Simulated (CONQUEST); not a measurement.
# A series of single points on La

System: La (2 atoms in the cell).
Method: Kohn-Sham DFT of a periodic cell, PBE, PseudoDojo NC PBE, no spin polarisation (CONQUEST 1.3).

The 7 runs differ only in the geometry, by an even scaling of the cell at fixed fractional positions. The structure derives from a Materials Project entry.

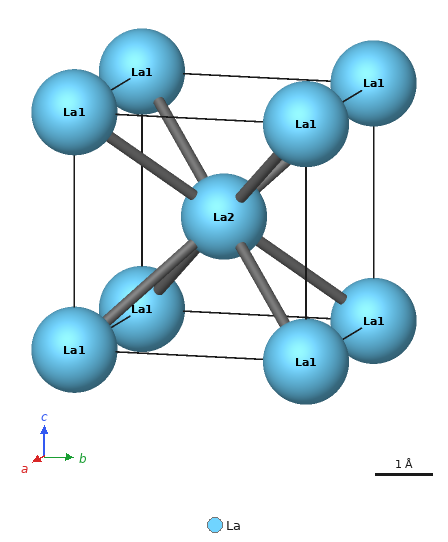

Figure 1. The structure of run 4 (ball-and-stick view of the cell of the calculation, seen slightly off an axis; atoms are numbered from 1 in the order of the input).

### Input of run 4
```
IO.Title La
IO.Coordinates coords.dat
IO.FractionalAtomicCoords T
IO.Iprint 2
IO.Iprint_init 1
General.NumberOfSpecies 1
General.PseudopotentialType hamann
AtomMove.TypeOfRun static
AtomMove.FullStress T
Grid.PointsAlongX 40
Grid.PointsAlongY 40
Grid.PointsAlongZ 40
DM.SolutionMethod diagon
Diag.MPMesh T
Diag.GammaCentred T
Diag.MPMeshX 6
Diag.MPMeshY 6
Diag.MPMeshZ 6
Diag.kT 0.00183747
minE.SCTolerance 1e-6
SC.MaxIters 100
IO.AtomChargeOutput T
%block ChemicalSpeciesLabel
1 138.910 La
%endblock
```

Command:
```bash
Conquest
```

Lattice vectors (Å) and fractional positions of run 4:
```
   4.247662    0.000000    0.000000
   0.000000    4.247662    0.000000
   0.000000    0.000000    4.247662
La  0.000000  0.000000  0.000000
La  0.500000  0.500000  0.500000
```

Run 6 has the same physical settings and fractional positions; its lattice vectors (Å) are:
```
   4.303559    0.000000    0.000000
   0.000000    4.303559    0.000000
   0.000000    0.000000    4.303559
```

### Results, with one run withheld

```csv
run,volume per atom (Å³),"free energy per atom, from the lowest run given (meV)",pressure (GPa)
1,36.020,38.93,3.45
2,36.787,24.37,2.70
3,37.553,13.10,2.02
4,38.320,4.89,1.39
5,39.086,0.00,0.63
6,39.852,?,?
7,40.619,0.14,−0.45
```

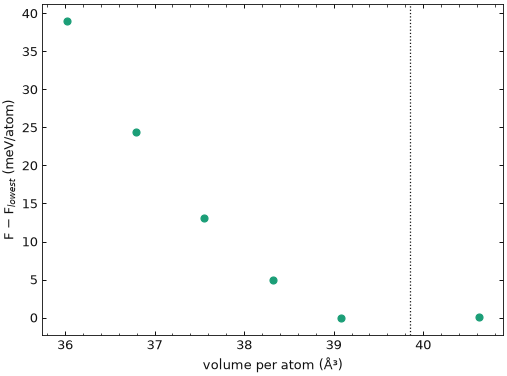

Figure 2. Free energy per atom of the runs given; the dotted line marks run 6.

What should run 6 give?

A cubic polynomial in V^(−2/3) (the Birch–Murnaghan form), fitted to the 6 runs given, misses them by at most 0.05 meV per atom. With x = V^(−2/3) − 0.08845 Å⁻², it reads F = 7.7472 + 6580.6 x + 1.061e+06 x² − 3.657e+07 x³ (meV per atom). At run 6 it gives −1.57 meV per atom, and the run itself gives −1.22. The slope of the fit gives a pressure −dF/dV of −0.01 GPa there, and the run prints −0.08 GPa. The two needn't agree exactly: the fit is approximate, and the printed stress is taken on a finite basis. The fit has its minimum at 39.838 Å³ per atom, where V d²F/dV² gives 35.7 GPa: the bulk modulus at this level, since symmetry fixes the shape and the positions.

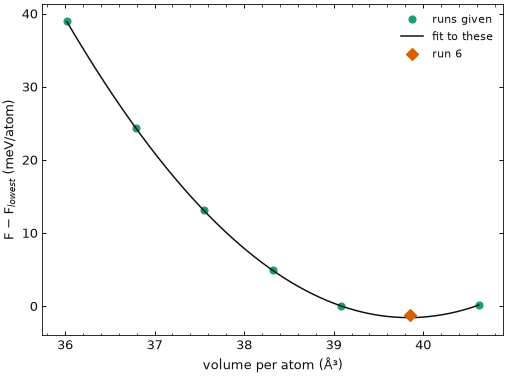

Figure 3. The fit and the withheld run.

### Some lines of the output (run 6)
```
[...]
      Using Fermi-Dirac smearing
          Free Energy (E-TS)               :       -70.180708718255843 Ha
          DFT Total Energy                 :       -70.175031869947617 Ha
          Free Energy (E-TS)               :       -70.178331876705414 Ha
          DFT Total Energy                 :       -70.176292963275856 Ha
          Free Energy (E-TS)               :       -70.178202149127117 Ha
          DFT Total Energy                 :       -70.176369214794278 Ha
          Free Energy (E-TS)               :       -70.178203795938643 Ha
          DFT Total Energy                 :       -70.176369412546592 Ha
          Free Energy (E-TS)               :       -70.178203363181268 Ha
          DFT Total Energy                 :       -70.176368984643688 Ha
      | Free Energy as E-TS      =       -70.178203363181268 Ha
      |* DFT total energy        =       -70.176368984643688 Ha
    force: Average pressure:     -0.08308541 GPa
```

Notes: With a small basis of atomic orbitals these values can differ much from converged plane-wave results.
